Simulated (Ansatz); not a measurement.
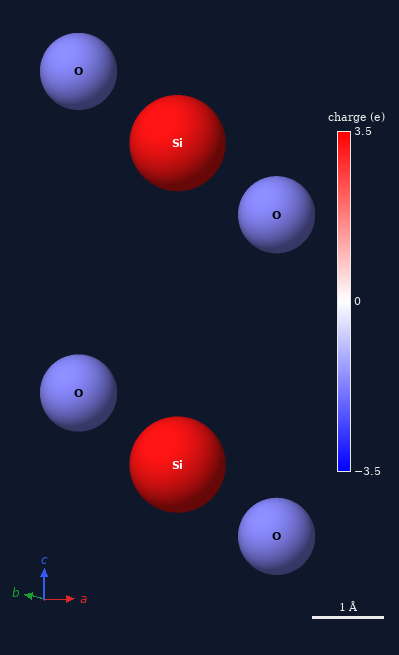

The crystal in a spheres-only representation, seen from the side at a slight tilt. The cell isn't outlined and the vacuum is left out. The atoms of this SiO2 cell are coloured by their Bader charge.

Setup: DFT LDA, scalar-relativistic, plane waves, PAW (Ansatz); a basis cut at 420 eV, a 12×12×1 sampling of the Brillouin zone, Gaussian smearing of 0.02 eV, no spin polarisation.

> What charges do the elements carry?

Most positive: Si; most negative: O. Charges: about Si +3.2 e; O -1.6 e. The transfer is large, as in an ionic solid.

The structure was taken from a structure type filled with these elements by a generator (whether the compound takes this form wasn't checked). Earlier steps of the study may have refined or changed the cell and positions. Ansatz was used for an electronic-structure calculation on it.

At this level of theory the cell isn't at rest (forces up to 0.7 eV/Å), so its distances can differ from those at equilibrium, the more so the softer the solid.
